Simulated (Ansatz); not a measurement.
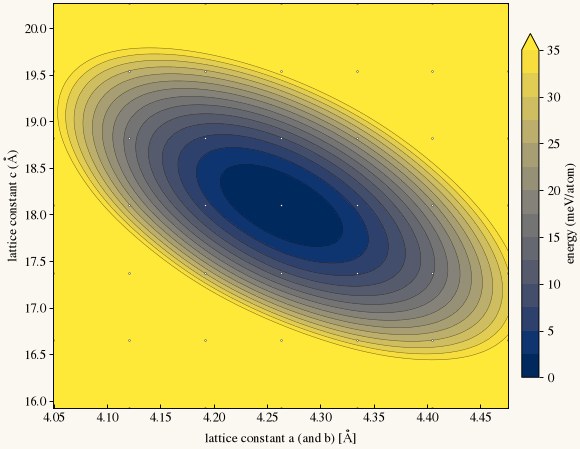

Ge₂Sb₂Te₅ (P-3m1, No. 164; 9 atoms in the cell). The energy is mapped over the lattice constants a and c of the conventional cell. First axis: lattice constant a (and b). Second axis: lattice constant c. Nothing is relaxed (fractional coordinates fixed). The scan uses a 7 × 7 grid. Points are written as (first, second). All energies are given in meV/atom relative to the lowest grid point. The band gap closes in part of the range. Level of theory: DFT PBE, scalar-relativistic, plane waves, PAW (Ansatz). Settings: cutoff 420 eV, k-mesh 9×9×2 in the order of the run's cell vectors, gaussian smearing 0.03 eV, no spin polarisation.

Drawn: filled contours, dots at the grid points, one colour for all values above the top of the scale. Between grid points the surface is interpolated.

**Where is the minimum, and how stiff is the well along each coordinate?**

The interpolated minimum is at lattice constant a (and b) ≈ 4.263 Å, lattice constant c ≈ 18.10 Å. The curvatures there are about 21 eV/Å² and 0.35 eV/Å², with a cross term of about 1.6 eV/Å² (per cell of 9 atoms). Round the minimum the valley is strongly tilted: raising lattice constant a (and b) shifts the best value of lattice constant c downwards (coupling k₁₂/√(k₁₁k₂₂) about 0.6).
